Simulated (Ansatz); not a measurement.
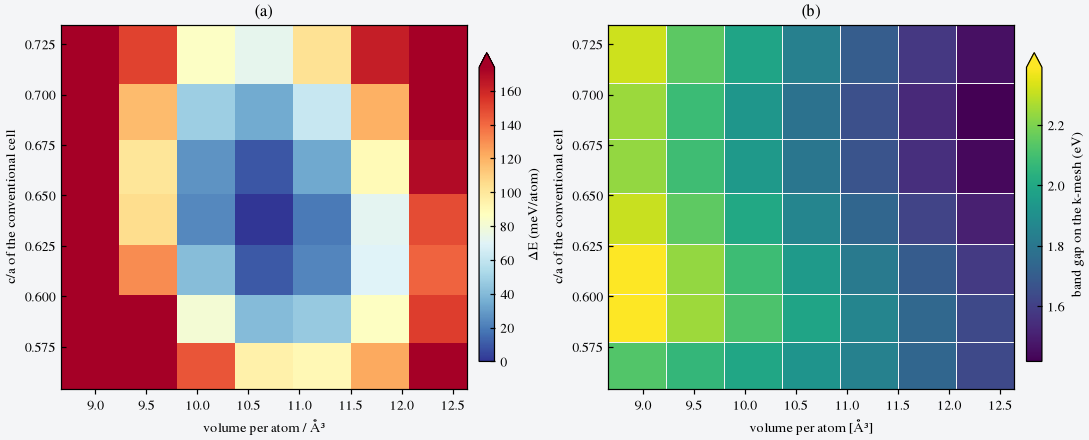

TiO2 (P4_2/mnm, No. 136; 6 atoms in the cell). The energy is mapped over volume and the cell's shape. The first coordinate is: volume per atom; the second: c/a of the conventional cell. Nothing is relaxed (fractional coordinates fixed). The grid has 7 × 7 points. Points are written as (first, second). Energies: meV/atom, counted from the lowest grid point. Computed with DFT PBE, scalar-relativistic, plane waves, PAW (Ansatz 0.2.0). Settings: cutoff 520 eV, k-mesh 8×8×10 in the order of the run's cell vectors, gaussian smearing 0.05 eV, no spin polarisation.

Panel (a) is the energy and panel (b) the computed band gap on the k-mesh on the same grid.

The picture shows one coloured cell a grid point, one colour for all values above the top of the scale.

> How does the band gap on the k-mesh vary over the map, and what is it at the lowest grid point?

It runs from 1.42 eV at (12.36 Å³, 0.692) to 2.39 eV at (8.95 Å³, 0.589). At the lowest grid point, (10.65 Å³, 0.638), it is 1.86 eV.

PAW datasets: the set soft_1.
